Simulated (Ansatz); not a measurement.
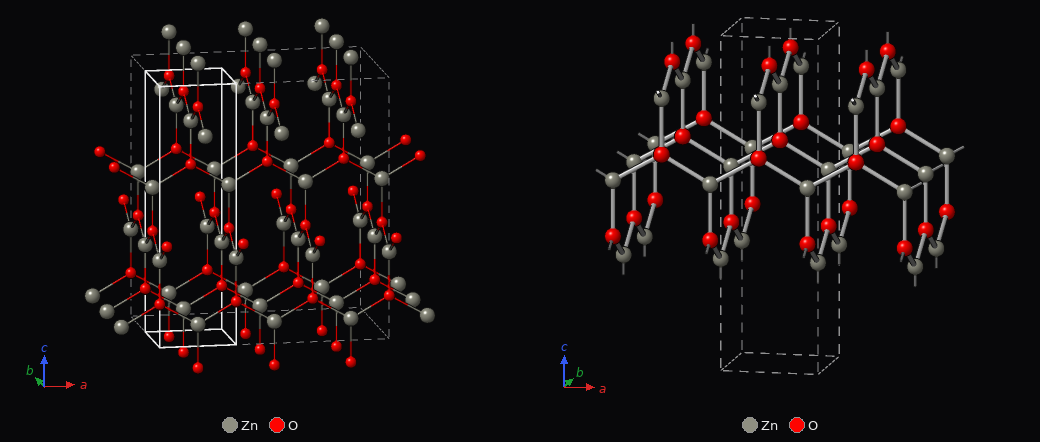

Left: the structure. Right: its underlying net. Nodes are coloured by element. Short stubs are edges that leave the cut-out.

ZnO (space group I4_1md, No. 109). Coordinates: the input geometry of an electronic-structure calculation (not necessarily at equilibrium); the starting structure was generated, so it need not be a known form of this composition.

Bonds are taken as O–Zn below 2.1 Å; no other contact counts. Atoms with one bond or none are removed and atoms with two bonds are replaced by edges, until no such atom is left.

The result is a uninodal 3-connected, three-periodic net: Zn and O are 3-connected nodes. It is the ths net, known from the silicon net of alpha-ThSi2. It is a single net, without interpenetration.

```json
{"node": "Zn and O", "links": "3", "point symbol": "10³", "coordination sequence": "3 6 12 24 38 56 77 102"}
```
